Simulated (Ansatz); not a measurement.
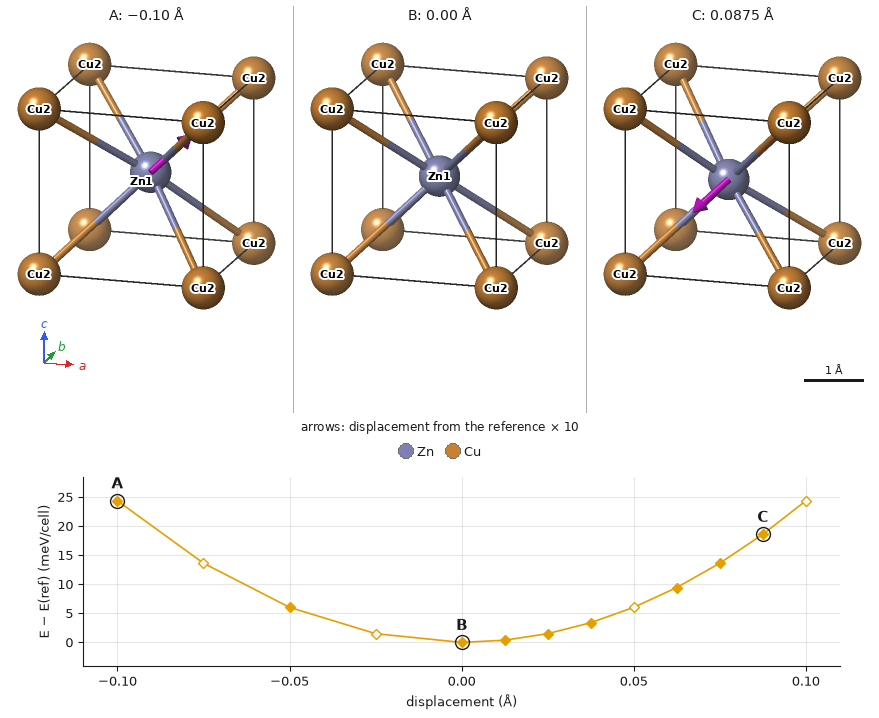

Energy scan for a crystal of ZnCu (Pm-3m), in which the whole Zn sublattice is shifted rigidly, towards the nearest copy of atom 2 (Cu) at 2.550 Å, all else fixed. The lettered frames are marked on the plot. Hollow markers are points alike by symmetry, not computed again. Style: ball-and-stick. Shown: the cell of the calculation, slightly off an axis. Purple arrows: displacements from the reference.

These are results of DFT PBE, scalar-relativistic, plane waves, PAW (Ansatz), not measurements. (plane-wave cutoff 420 eV; k-point mesh 16 × 16 × 16; occupations gaussian; smearing width 0.15 eV; no spin polarisation). Energies (free energies at the smearing named) are counted from the cell as listed in its source, which wasn't relaxed.

Read off the main features of the energy profile.

Of the computed points the lowest is at the displacement 0.00 Å, 0.0 meV/cell. At the ends of the scan the energy is 24.4 meV/cell (−0.10 Å) and 24.4 meV/cell (0.10 Å). The curvature at zero is about 4.8 eV/Å² per cell. The well is symmetric. At the highest point the shortest interatomic distance is 2.45 Å, against 2.55 Å in the reference. The distortion takes the space group from Pm-3m to R3m.
